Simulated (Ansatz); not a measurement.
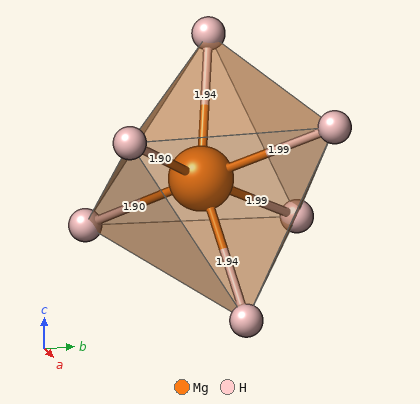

The MgH6 unit about Mg in MgH2. Origin: coordinates from a relaxation with Ansatz 0.2.0, DFT, PBEsol, plane waves, PAW.

MgH2, space group Pbcn (No. 60), a = 4.476 Å, b = 5.393 Å, c = 4.894 Å, α = 90.00°, β = 90.00°, γ = 90.00°

```csv
site,Wyckoff,x,y,z
Mg,4c,0.5000,0.8304,0.7500
H,8d,0.7300,0.8939,0.4211
```

Question: Give the distortion indices.

Answer: It is closest to the octahedron.

| measure | value |
| --- | --- |
| mean bond length | 1.946 Å |
| bond-length distortion index (Baur) | 0.016 |
| effective coordination number (Hoppe) | 5.93 |
| shape measure against the octahedron | 0.67 |
| shape measure against the trigonal prism | 15.32 |
| centre off the ligands' centroid by | 0.21 Å |
| polyhedral volume | 9.58 Å³ |
| quadratic elongation | 1.018 |
| bond-angle variance | 59.6 deg² |
